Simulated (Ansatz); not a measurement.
## Electronic structure of TaN in real space

```xyz
8
Lattice="4.4226 0.0000 0.0000 0.0000 4.4226 0.0000 0.0000 0.0000 4.4226" Properties=species:S:1:pos:R:3 pbc="T T T"
Ta    2.2113    0.0000    0.0000
Ta    0.0000    2.2113    0.0000
Ta    0.0000    0.0000    2.2113
Ta    2.2113    2.2113    2.2113
N     0.0000    0.0000    0.0000
N     2.2113    2.2113    0.0000
N     2.2113    0.0000    2.2113
N     0.0000    2.2113    2.2113
```

Space group Fm-3m; a structure from a database of computed crystals, not necessarily the ambient phase; computed pressure about −9 GPa in this cell.

Theory: Ansatz, Kohn-Sham DFT of a periodic cell, r2SCAN0 form with a typed share of exact exchange, Ansatz PAW.

The density is the valence pseudo-density of a PAW calculation; it isn't the true density close to the nuclei.

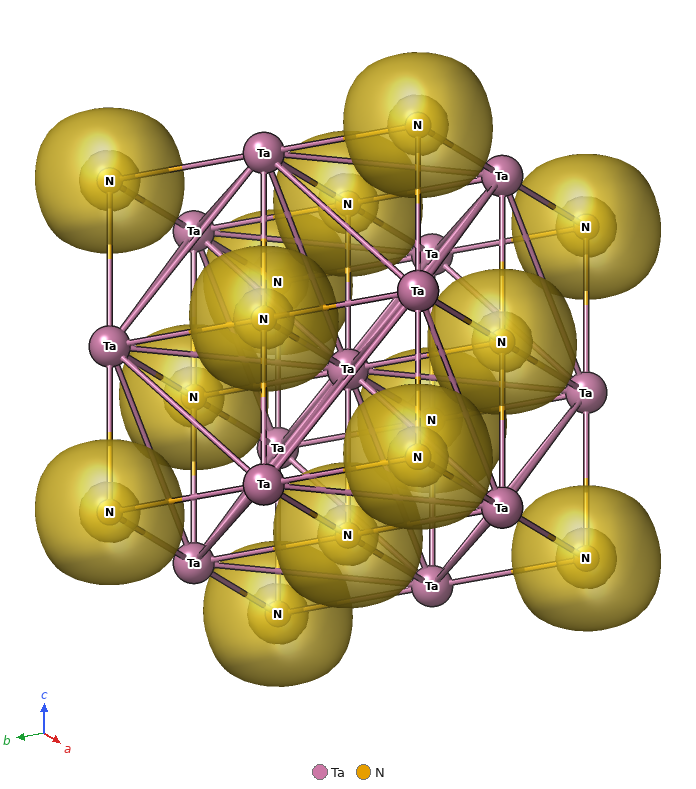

Figure 1. Isosurface of the electron localisation function at 0.6 (yellow), seen at an oblique angle. Core shells and regions of very low density are left out. Sticks mark near contacts.

### Describe the localisation domains.

At this value the surface marks out four regions wrapped around N (the valence shell of each), counted in one cell of 8 atoms. Any copies at cell faces, edges or corners count once.


Ta–N (2.21 Å): the ELF peaks at about 0.80 in the valence shell of N, 0.7 Å from its nucleus, and is about 0.15 at the midpoint: no localised pair shows between them. Ta–Ta (3.13 Å): the ELF is about 0.20 at the midpoint; no shared electron pair shows on this line.

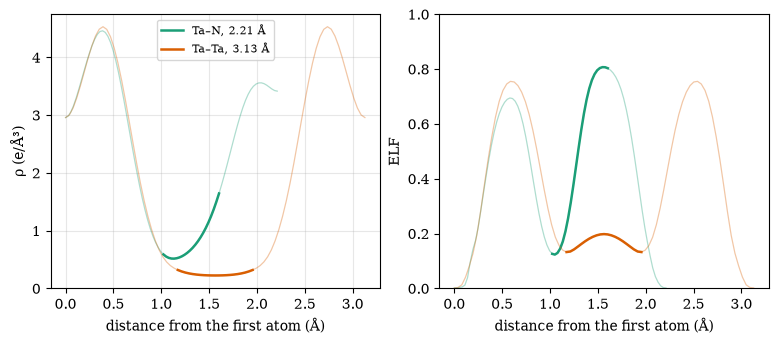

Figure 2. Valence pseudo-density and ELF along straight lines between neighbouring atoms. Thin, pale parts lie inside the atomic spheres.

### Compare the contacts.

Ta–N (2.21 Å): ρ at the midpoint is about 0.52 e/Å³; the ELF peaks at about 0.80 in the valence shell of N, 0.7 Å from its nucleus, and is about 0.15 at the midpoint: no shared electron pair shows on this line.
Ta–Ta (3.13 Å): the density is about 0.23 e/Å³ at the midpoint; the ELF is about 0.20 at the midpoint: no shared electron pair shows on this line.

### Metal or insulator at this level of theory?

It is metallic or semimetallic at this level of theory: no gap opens; semilocal functionals without U, or without the true magnetic order, often close the gap of such compounds.
